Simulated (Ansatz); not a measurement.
Ga$_{3}$As$_{2}$: geometry relaxation (part 1 of 2)

- system: Ga$_{3}$As$_{2}$ (5 atoms in the cell)
- method: DFT PBE, scalar-relativistic, plane waves, PAW, no spin polarisation (Ansatz 0.2.0)

The structure was built on a prototype by a generator; it need not be a known phase. It belongs to a series of runs on one base structure; here: anti-A-type sesquioxide type (P-3m1, No. 164). Figures and captions count atoms from 1; the log counts them from 0 in places.

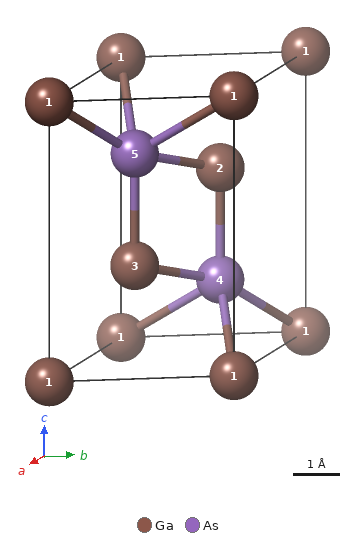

Fig. 1: The structure as given in the input (ball-and-stick view of the cell of the calculation, seen slightly off an axis; atoms are numbered from 1 in the order of the input).

### Results in brief

```csv
quantity,value
outcome,converged
space group (tolerance 0.01 Å),P-3m1 (164)
electrons treated,69
free energy,−21061.5764 eV
Fermi energy,8.848 eV
gap on the k-point mesh,none (metallic)
pressure,0.05 GPa
final volume,110.64 Å³
largest force (length of the vector) at the end,0.018 eV/Å
final cell,"a = 4.334 Å, b = 4.334 Å, c = 6.800 Å, α = 90.00°, β = 90.00°, γ = 120.00°"
hardware,"1 thread of Arm Neoverse V2, 128 GiB of memory available, shared host"
wall time,32 s
peak memory,0.41 GiB
```

### Input
```yaml
crystal:
  lattice:
    - [4.0906423555, 0.0, 0.0]
    - [-2.0453211777, 3.5426001976, 0.0]
    - [0.0, 0.0, 6.3643750353]
  atoms:
    - { symbol: Ga, position: [0.0, 0.0, 0.0] }
    - { symbol: Ga, position: [0.3333333333, 0.6666666667, 0.645] }
    - { symbol: Ga, position: [0.6666666667, 0.3333333333, 0.355] }
    - { symbol: As, position: [0.3333333333, 0.6666666667, 0.245] }
    - { symbol: As, position: [0.6666666667, 0.3333333333, 0.755] }
basis:
  ecutwfc: 420
kpoints:
  mp_grid: { grid: [6, 6, 4] }
hamiltonian:
  xc: pbe
scf:
  occupations: { method: gaussian, width: 0.1 }
  lower_state_search: "off"
output:
  forces: true
  stress: true
  eigenvalues: true
relax:
  adjacent_minimum: "off"
  f_tol: 0.04
  max_steps: 70
  cell: { stress_tol: 0.4 }
```

Run as:
```bash
ansatz run input.yaml --threads 1 --pin off --max-ram 2560MiB --backend cpu --events-out ev --progress --plain --runs-dir out
```

### The program's output
```
Engine: ansatz 0.2.0, aarch64-unknown-linux-gnu
Pseudopotentials: kind: paw
Pseudopotential: Ga, paw, valence charge 13, recommended cutoff 420 eV (normal), Ga.paw.azcp
Pseudopotential: As, paw, valence charge 15, recommended cutoff 420 eV (normal), As.paw.azcp
Functional definition: PBE
  parameter kappa = 0.804
  parameter beta = 0.06672455060314922
  exchange = pbe_x(kappa = kappa, mu = beta*pi^2/3)
  correlation = pbe_c(beta = beta)
Crystal: 5 atoms, lattice volume = 92.229 Å³
Basis set: ecut = 420 eV, 1797 PW (Γ), exchange–correlation on 60×60×90 points (8 copies of the dense FFT grid, shifted against one another)
Bands: 42, of which v1, the nominal top of the filled ones, is band 35 counted from 1 (34 counted from 0)
Symmetry: 12 space group operations
Space group: P-3m1 (ITA 164), of the structure as read, at distance tolerance 4.5e-5 Å
k-points: 24 of 144
Non-local potential: Ga, projectors of the file, l = 0: 2, l = 1: 2, l = 2: 3, l = 3: 1
Non-local potential: As, projectors of the file, l = 0: 2, l = 1: 2, l = 2: 3, l = 3: 1
PAW form: soft (Blöchl's): semilocal exchange-correlation on the pseudo side does not see the compensation charge
PAW one-centre angular grid: Ga, 590 points (default); XC on 64 Gauss nodes
PAW one-centre angular grid: As, 590 points (default); XC on 64 Gauss nodes
Initial density: superposition of atomic densities (neutral atoms: chi_scale 0, normalization atom), corrected by the library's trained network
Initial wavefunctions: pseudopotential atomic-orbital guess
Functional: x = pbe(κ = 0.804, μ = 0.2195149727645171), c = pbe(β = 0.06672455060314922)
SCF iter   1: F=—  HF=-21060.866153 eV  |F-HF|=—  |Δ(HF+E_count)|=         —  Δρ=2.40e-3  dr2=8.41e-3  ethr=1.77e-3  ⟨swp⟩=5.8  Hψ=3654  notcnv=0  defer=1
preconditioner: auto → LDOS  [metal: Δε(μ)=0.030 eV  Ē_g=15.071 eV  σ=0.100 eV  W_gap=0.16  n_scr=22 (ndim 8)  ℏωp=27.1 eV  f_vac=0.020  D(μ)=1.94/eV (n_scr^D=8)  β→1.0]
SCF iter   2: F=—  HF=-21060.862115 eV  |F-HF|=—  |Δ(HF+E_count)|=   4.04e-3  Δρ=1.72e-3  dr2=1.54e-3  ethr=1.22e-5  ⟨swp⟩=2.0  Hψ=2034  notcnv=0  defer=2
SCF iter   3: F=—  HF=-21060.861471 eV  |F-HF|=—  |Δ(HF+E_count)|=   6.44e-4  Δρ=7.55e-4  dr2=3.96e-4  ethr=2.23e-6  ⟨swp⟩=2.0  Hψ=1795  notcnv=0  defer=2
SCF iter   4: F=—  HF=-21060.861094 eV  |F-HF|=—  |Δ(HF+E_count)|=   3.77e-4  Δρ=2.66e-4  dr2=6.53e-5  ethr=5.74e-7  ⟨swp⟩=2.0  Hψ=1549  notcnv=0  defer=2
SCF iter   5: F=—  HF=-21060.861045 eV  |F-HF|=—  |Δ(HF+E_count)|=   4.97e-5  Δρ=1.25e-4  dr2=1.11e-5  ethr=9.47e-8  ⟨swp⟩=2.0  Hψ=1795  notcnv=0  defer=2
SCF iter   6: F=—  HF=-21060.861037 eV  |F-HF|=—  |Δ(HF+E_count)|=   7.41e-6  Δρ=3.08e-5  dr2=7.07e-7  ethr=1.61e-8  ⟨swp⟩=2.0  Hψ=1555  notcnv=0  defer=2
SCF iter   7: F=-21060.861037 eV  HF=-21060.861037 eV  |F-HF|=3.05e-8  |Δ(HF+E_count)|=   2.79e-7  Δρ=4.30e-6  dr2=2.33e-8  ethr=1.45e-10  ⟨swp⟩=6.8  Hψ=5196  notcnv=0
SCF 1 converged in 7 iterations: F = -21060.861037 eV  dr2 = 2.33e-8
  greatest PAW one-centre occupation: 0.999 electrons in one spin orbital (limit 2), on the As atom at site 4 (counted from 0), in its partial waves of l = 2
relax step   1: F+E_penalty+E_count = -21060.86103692 eV  Δ(F+E_penalty+E_count) = +0.000e0 eV  max|allowed force component| = 8.584e-1 eV/Å  Δτ_max = 0.0000 Å  P = +14.613 GPa  Ω = 92.229 Å³  (7 SCF iters, dr2 threshold 1.00e-7 eV, accepted)
Crystal: 5 atoms, lattice volume = 105.041 Å³
Basis set: ecut = 420 eV, 2045 PW (Γ), exchange–correlation on 60×60×90 points (8 copies of the dense FFT grid, shifted against one another)
Initial density: handed on by an earlier stage of this run
Initial wavefunctions: those handed on with the density
iter 1 solved again at ethr=1.62e-5 eV; its pass at ethr=3.10e-3 eV (dr2=1.12e-2 eV) is discarded
SCF iter   1: F=—  HF=-21061.512578 eV  |F-HF|=—  |Δ(HF+E_count)|=         —  Δρ=3.35e-3  dr2=1.17e-2  ethr=1.62e-5  ⟨swp⟩=2.0  Hψ=5836  notcnv=0
preconditioner: auto → LDOS  [metal: Δε(μ)=0.078 eV  Ē_g=14.577 eV  σ=0.100 eV  W_gap=0.42  n_scr=34 (ndim 8)  ℏωp=25.4 eV  f_vac=0.035  D(μ)=1.81/eV (n_scr^D=8)  β→1.0]
SCF iter   2: F=—  HF=-21061.513423 eV  |F-HF|=—  |Δ(HF+E_count)|=   8.45e-4  Δρ=1.23e-3  dr2=3.39e-3  ethr=1.62e-5  ⟨swp⟩=2.0  Hψ=1901  notcnv=0
SCF iter   3: F=—  HF=-21061.512867 eV  |F-HF|=—  |Δ(HF+E_count)|=   5.56e-4  Δρ=5.52e-4  dr2=6.44e-4  ethr=4.91e-6  ⟨swp⟩=2.0  Hψ=1842  notcnv=0
SCF iter   4: F=—  HF=-21061.512704 eV  |F-HF|=—  |Δ(HF+E_count)|=   1.63e-4  Δρ=2.18e-4  dr2=8.43e-5  ethr=9.33e-7  ⟨swp⟩=2.0  Hψ=1602  notcnv=0
SCF iter   5: F=—  HF=-21061.512683 eV  |F-HF|=—  |Δ(HF+E_count)|=   2.05e-5  Δρ=6.24e-5  dr2=3.99e-6  ethr=1.22e-7  ⟨swp⟩=2.0  Hψ=1602  notcnv=0
SCF iter   6: F=—  HF=-21061.512685 eV  |F-HF|=—  |Δ(HF+E_count)|=   1.22e-6  Δρ=1.67e-5  dr2=5.12e-7  ethr=5.78e-9  ⟨swp⟩=2.0  Hψ=1828  notcnv=0
SCF iter   7: F=-21061.512685 eV  HF=-21061.512685 eV  |F-HF|=3.64e-9  |Δ(HF+E_count)|=   1.77e-7  Δρ=4.36e-6  dr2=3.09e-8  ethr=7.25e-10  ⟨swp⟩=5.5  Hψ=4242  notcnv=0
SCF 2 converged in 7 iterations: F = -21061.512685 eV  dr2 = 3.09e-8
relax step   2: F+E_penalty+E_count = -21061.51268480 eV  Δ(F+E_penalty+E_count) = -6.516e-1 eV  max|allowed force component| = 2.558e-1 eV/Å  Δτ_max = 0.0109 Å  P = +3.298 GPa  Ω = 105.041 Å³  energy of the carried Pulay correction = -3.316e-3 eV  (7 SCF iters, dr2 threshold 5.00e-7 eV, accepted)
Crystal: 5 atoms, lattice volume = 109.212 Å³
Basis set: ecut = 420 eV, 2165 PW (Γ), exchange–correlation on 60×60×90 points (8 copies of the dense FFT grid, shifted against one another)
iter 1 solved again at ethr=1.45e-6 eV; its pass at ethr=3.10e-3 eV (dr2=9.97e-4 eV) is discarded
SCF iter   1: F=—  HF=-21061.566455 eV  |F-HF|=—  |Δ(HF+E_count)|=         —  Δρ=9.97e-4  dr2=9.66e-4  ethr=1.45e-6  ⟨swp⟩=2.0  Hψ=5556  notcnv=0
preconditioner: auto → LDOS  [metal: Δε(μ)=0.051 eV  Ē_g=14.426 eV  σ=0.100 eV  W_gap=0.28  n_scr=34 (ndim 8)  ℏωp=24.9 eV  f_vac=0.033  D(μ)=1.88/eV (n_scr^D=8)  β→1.0]
SCF iter   2: F=—  HF=-21061.566517 eV  |F-HF|=—  |Δ(HF+E_count)|=   6.20e-5  Δρ=2.00e-4  dr2=4.25e-5  ethr=1.40e-6  ⟨swp⟩=3.0  Hψ=1885  notcnv=0
SCF iter   3: F=—  HF=-21061.566540 eV  |F-HF|=—  |Δ(HF+E_count)|=   2.35e-5  Δρ=1.89e-4  dr2=3.36e-5  ethr=6.16e-8  ⟨swp⟩=3.0  Hψ=1962  notcnv=0
SCF iter   4: F=—  HF=-21061.566515 eV  |F-HF|=—  |Δ(HF+E_count)|=   2.52e-5  Δρ=5.35e-5  dr2=1.83e-6  ethr=4.87e-8  ⟨swp⟩=3.0  Hψ=1962  notcnv=0
SCF iter   5: F=-21061.566514 eV  HF=-21061.566514 eV  |F-HF|=3.31e-7  |Δ(HF+E_count)|=   1.16e-6  Δρ=1.23e-5  dr2=3.19e-7  ethr=7.25e-10  ⟨swp⟩=7.0  Hψ=5079  notcnv=0
SCF 3 converged in 5 iterations: F = -21061.566514 eV  dr2 = 3.19e-7
relax step   3: F+E_penalty+E_count = -21061.56651356 eV  Δ(F+E_penalty+E_count) = -5.383e-2 eV  max|allowed force component| = 6.861e-2 eV/Å  Δτ_max = 0.0082 Å  P = +0.759 GPa  Ω = 109.212 Å³  energy of the carried Pulay correction = -4.306e-3 eV  (5 SCF iters, dr2 threshold 5.00e-7 eV, accepted)
Crystal: 5 atoms, lattice volume = 110.636 Å³
Basis set: ecut = 420 eV, 2189 PW (Γ), exchange–correlation on 60×60×90 points (8 copies of the dense FFT grid, shifted against one another)
iter 1 solved again at ethr=1.42e-6 eV; its pass at ethr=3.10e-3 eV (dr2=9.79e-4 eV) is discarded
SCF iter   1: F=—  HF=-21061.570172 eV  |F-HF|=—  |Δ(HF+E_count)|=         —  Δρ=1.09e-3  dr2=1.05e-3  ethr=1.42e-6  ⟨swp⟩=3.0  Hψ=5244  notcnv=0
preconditioner: auto → LDOS  [metal: Δε(μ)=0.030 eV  Ē_g=14.381 eV  σ=0.100 eV  W_gap=0.17  n_scr=34 (ndim 8)  ℏωp=24.7 eV  f_vac=0.033  D(μ)=1.94/eV (n_scr^D=8)  β→1.0]
SCF iter   2: F=—  HF=-21061.570102 eV  |F-HF|=—  |Δ(HF+E_count)|=   6.96e-5  Δρ=4.03e-4  dr2=3.82e-4  ethr=1.42e-6  ⟨swp⟩=2.0  Hψ=1602  notcnv=0
SCF iter   3: F=—  HF=-21061.569996 eV  |F-HF|=—  |Δ(HF+E_count)|=   1.07e-4  Δρ=9.81e-5  dr2=2.46e-5  ethr=5.54e-7  ⟨swp⟩=2.0  Hψ=1602  notcnv=0
SCF iter   4: F=—  HF=-21061.569990 eV  |F-HF|=—  |Δ(HF+E_count)|=   5.52e-6  Δρ=3.03e-5  dr2=1.65e-6  ethr=3.57e-8  ⟨swp⟩=2.0  Hψ=1843  notcnv=0
SCF iter   5: F=-21061.569989 eV  HF=-21061.569989 eV  |F-HF|=3.39e-8  |Δ(HF+E_count)|=   7.56e-7  Δρ=1.24e-5  dr2=1.25e-7  ethr=7.25e-10  ⟨swp⟩=7.1  Hψ=5126  notcnv=0
SCF 4 converged in 5 iterations: F = -21061.569989 eV  dr2 = 1.25e-7
relax step   4: F+E_penalty+E_count = -21061.56998920 eV  Δ(F+E_penalty+E_count) = -3.476e-3 eV  max|allowed force component| = 1.907e-2 eV/Å  Δτ_max = 0.0150 Å  P = -0.029 GPa  Ω = 110.636 Å³  energy of the carried Pulay correction = -4.634e-3 eV  (5 SCF iters, dr2 threshold 5.00e-7 eV, accepted)
Basis set: ecut = 420 eV, 2189 PW (Γ), exchange–correlation on 60×60×96 points (8 copies of the dense FFT grid, shifted against one another)
Initial wavefunctions: pseudopotential atomic-orbital guess (no wavefunctions were taken with the density)
iter 1 solved again at ethr=3.16e-7 eV; its pass at ethr=3.10e-3 eV (dr2=2.18e-4 eV) is discarded
SCF iter   1: F=—  HF=-21061.547478 eV  |F-HF|=—  |Δ(HF+E_count)|=         —  Δρ=1.62e-3  dr2=9.92e-5  ethr=3.16e-7  ⟨swp⟩=2.1  Hψ=5704  notcnv=0
preconditioner: auto → LDOS  [metal: Δε(μ)=0.028 eV  Ē_g=14.384 eV  σ=0.100 eV  W_gap=0.16  n_scr=34 (ndim 8)  ℏωp=24.7 eV  f_vac=0.032  D(μ)=1.94/eV (n_scr^D=8)  β→1.0]
SCF iter   2: F=—  HF=-21061.576405 eV  |F-HF|=—  |Δ(HF+E_count)|=   2.89e-2  Δρ=1.00e-4  dr2=3.05e-5  ethr=1.44e-7  ⟨swp⟩=2.5  Hψ=1261  notcnv=0
SCF iter   3: F=—  HF=-21061.576381 eV  |F-HF|=—  |Δ(HF+E_count)|=   2.36e-5  Δρ=5.72e-5  dr2=3.29e-6  ethr=4.42e-8  ⟨swp⟩=3.0  Hψ=1603  notcnv=0
SCF iter   4: F=—  HF=-21061.576399 eV  |F-HF|=—  |Δ(HF+E_count)|=   1.79e-5  Δρ=4.23e-5  dr2=1.62e-6  ethr=4.77e-9  ⟨swp⟩=2.0  Hψ=1603  notcnv=0
SCF iter   5: F=—  HF=-21061.576398 eV  |F-HF|=—  |Δ(HF+E_count)|=   1.26e-6  Δρ=7.07e-6  dr2=3.53e-8  ethr=2.34e-9  ⟨swp⟩=2.0  Hψ=1602  notcnv=0
SCF iter   6: F=—  HF=-21061.576398 eV  |F-HF|=—  |Δ(HF+E_count)|=   6.05e-8  Δρ=1.88e-6  dr2=1.20e-8  ethr=5.12e-11  ⟨swp⟩=2.0  Hψ=1603  notcnv=0
SCF iter   7: F=-21061.576398 eV  HF=-21061.576398 eV  |F-HF|=5.82e-11  |Δ(HF+E_count)|=   1.48e-9  Δρ=5.92e-7  dr2=4.55e-10  ethr=4.64e-12  ⟨swp⟩=2.2  Hψ=3584  notcnv=0
SCF 5 converged in 7 iterations: F = -21061.576398 eV  dr2 = 4.55e-10
relax step   5: F+E_penalty+E_count = -21061.57639769 eV  Δ(F+E_penalty+E_count) = -6.408e-3 eV  max|allowed force component| = 1.841e-2 eV/Å  Δτ_max = 0.0000 Å  P = +0.047 GPa  Ω = 110.636 Å³  stress off target by 5.71e-2 GPa  SCF on the basis re-selected at this cell (its energy is not comparable with the rows above)  (7 SCF iters)
```

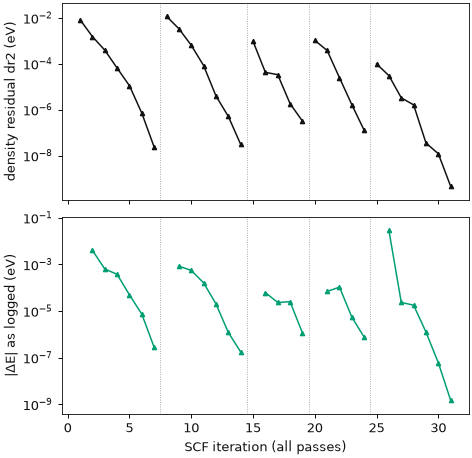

Fig. 2: Convergence of the self-consistent field: density residual dr2 and size of the energy change against the SCF iteration. The dotted lines part the SCF passes of the relaxation: geometry steps, rejected trials and re-solves on a re-selected basis. The 5 passes take 5 to 7 iterations each, 31 in all.
